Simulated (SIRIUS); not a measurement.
**Energy of SnO along an even scaling of the cell**

System: SnO (P4/nmm, 4 atoms in the cell).
Method: Kohn-Sham DFT of a periodic cell, PBEsol, dojo-sr-pbesol-0.4.1-standard, no spin polarisation (SIRIUS 7.12.0).

The 7 runs differ only in the geometry, by an even scaling of the cell at fixed fractional positions. The structure derives from a Materials Project entry.

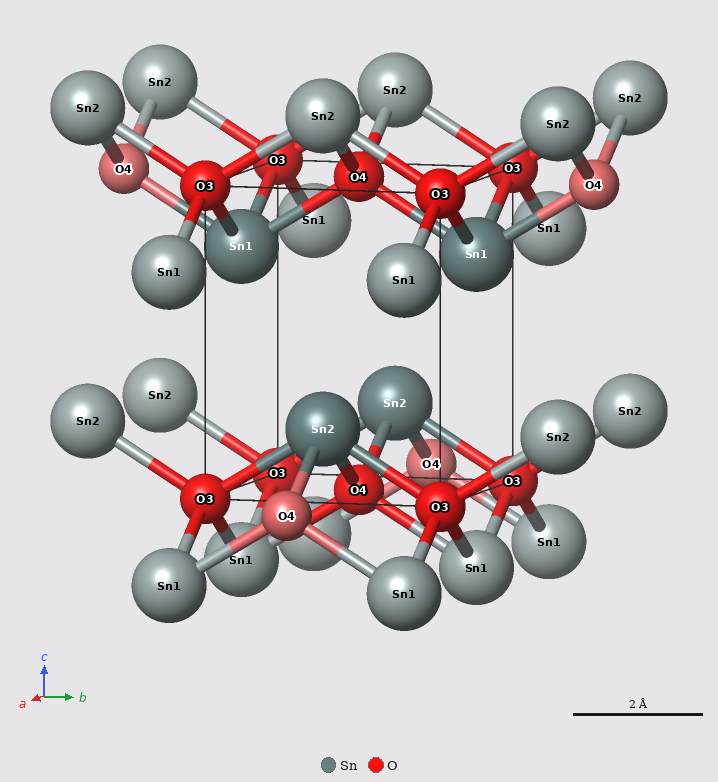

Figure 1. The structure of run 4 (ball-and-stick view of the cell of the calculation, seen slightly off an axis; neighbours outside the cell are drawn fainter; atoms are numbered from 1 in the order of the input). An atom can appear more than once, as a periodic image.

## Input of run 4
```
{
  "control": {
    "processing_unit": "cpu",
    "verbosity": 2,
    "num_bands_to_print": 29,
    "print_forces": true,
    "print_stress": true
  },
  "parameters": {
    "electronic_structure_method": "pseudopotential",
    "xc_functionals": ["XC_GGA_X_PBE_SOL", "XC_GGA_C_PBE_SOL"],
    "gk_cutoff": 9.2,
    "pw_cutoff": 18.4,
    "ngridk": [7, 7, 6],
    "shiftk": [0, 0, 0],
    "smearing": "fermi_dirac",
    "smearing_width": 0.0018374661,
    "num_bands": 29,
    "num_mag_dims": 0,
    "num_dft_iter": 100,
    "energy_tol": 1e-08,
    "density_tol": 1e-06
  },
  "iterative_solver": {
    "type": "davidson",
    "min_tolerance": 1e-10
  },
  "mixer": {
    "type": "anderson",
    "beta": 0.7,
    "max_history": 8
  },
  "settings": {
    "tol_ne": 1e-10,
    "pseudo_grid_cutoff": 6.5
  },
  "unit_cell": {
    "lattice_vectors": [
      [7.206839488594, 0.0, 0.0],
      [0.0, 7.206839488594, 0.0],
      [0.0, 0.0, 9.234927731791]
    ],
    "atom_coordinate_units": "lattice",
    "atom_types": ["Sn", "O"],
    "atom_files": {
      "O": "O.json",
      "Sn": "Sn.json"
    },
    "atoms": {
      "Sn": [
        [0.5, 0.0, 0.76462614],
        [0.0, 0.5, 0.23537386]
      ],
      "O": [
        [0.0, 0.0, 0.0],
        [0.5, 0.5, 0.0]
      ]
    }
  }
}
```

Command:
```bash
upf_to_json O.upf
upf_to_json Sn.upf
OMP_NUM_THREADS=4 sirius.scf --input=sirius.json --output=out.json --task=0
```

Lattice vectors (Å) and fractional positions of run 4:
```
   3.813695    0.000000    0.000000
   0.000000    3.813695    0.000000
   0.000000    0.000000    4.886913
Sn  0.500000  0.000000  0.764626
Sn  0.000000  0.500000  0.235374
O   0.000000  0.000000  0.000000
O   0.500000  0.500000  0.000000
```

Run 2 differs from it as follows:
```diff
-      [7.206839488594, 0.0, 0.0],
-      [0.0, 7.206839488594, 0.0],
-      [0.0, 0.0, 9.234927731791]
+      [7.109437825904, 0.0, 0.0],
+      [0.0, 7.109437825904, 0.0],
+      [0.0, 0.0, 9.110116111148]
```

## Results, with one run withheld

| run | volume per atom (Å³) | free energy per atom, from the lowest run given (meV) | pressure (GPa) | gap on the mesh (eV) |
| --- | --- | --- | --- | --- |
| 1 | 16.703 | 21.30 | 6.70 | 0.13 |
| 2 | 17.058 | ? | ? | ? |
| 3 | 17.414 | 2.24 | 2.01 | 0.28 |
| 4 | 17.769 | 0.00 | 0.01 | 0.35 |
| 5 | 18.125 | 1.96 | −1.79 | 0.42 |
| 6 | 18.480 | 7.71 | −3.40 | 0.48 |
| 7 | 18.835 | 16.84 | −4.85 | 0.54 |

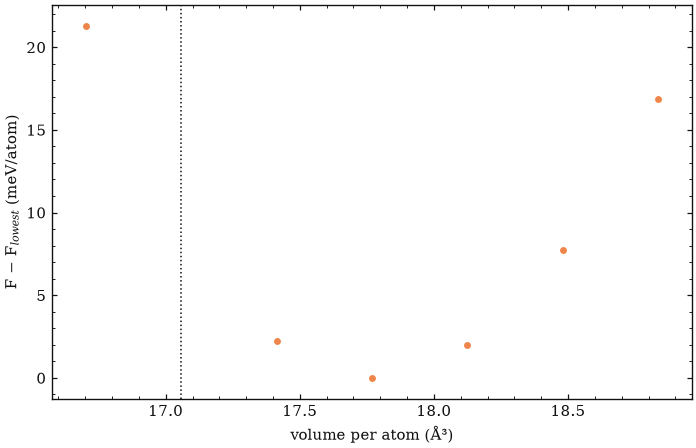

Figure 2. Free energy per atom of the runs given; the dotted line marks run 2.

Estimate the energy of run 2 from the others.

A cubic polynomial in V^(−2/3) (the Birch–Murnaghan form), fitted to the 6 runs given, misses them by under 0.01 meV per atom. With x = V^(−2/3) − 0.14633 Å⁻², it reads F = 0.13108 − 540.49 x + 5.4678e+05 x² + 5.9692e+05 x³ (meV per atom). At run 2 it gives 9.18 meV per atom, and the run itself gives 9.17. The slope of the fit gives a pressure −dF/dV of 4.26 GPa there, and the run prints 4.23 GPa. The fit has its minimum at 17.775 Å³ per atom, where V d²F/dV² gives 94.6 GPa. Cell shape and fractional positions are held, so this is the stiffness under even scaling; the relaxed bulk modulus wasn't computed and can be far lower in a crystal of layers, chains or molecules like this one. The gap on the mesh goes, without turning, from 0.13 eV in run 1 to 0.54 eV in run 7; run 2 has 0.21 eV. These are gaps of this functional on this mesh, which can miss the band edges; they aren't the measured gap.

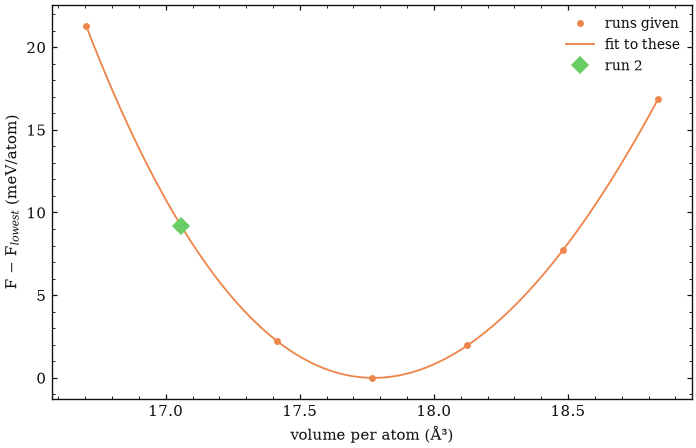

Figure 3. The fit and the withheld run.

## Some lines of the output (run 2)
```
[...]
[find] Total energy                   :    -190.25711079 (Ha),    -380.51422159 (Ry)
[find] Free energy (E-TS)             :    -190.25715245 (Ha),    -380.51430490 (Ry)
[find] band gap (eV)                  :       0.20815564
[find] Efermi                         :       0.39264490
[find] Total energy                   :    -190.25711080 (Ha),    -380.51422160 (Ry)
[find] Free energy (E-TS)             :    -190.25715246 (Ha),    -380.51430492 (Ry)
[find] band gap (eV)                  :       0.20815919
[find] Efermi                         :       0.39264581
[find] band gap (eV)                  :       0.20815339
[find] Efermi                         :       0.39264623
[find] band gap (eV)                  :       0.20814407
[find] Efermi                         :       0.39264634
[find] band gap (eV)                  :       0.20813980
[find] Efermi                         :       0.39264642
```
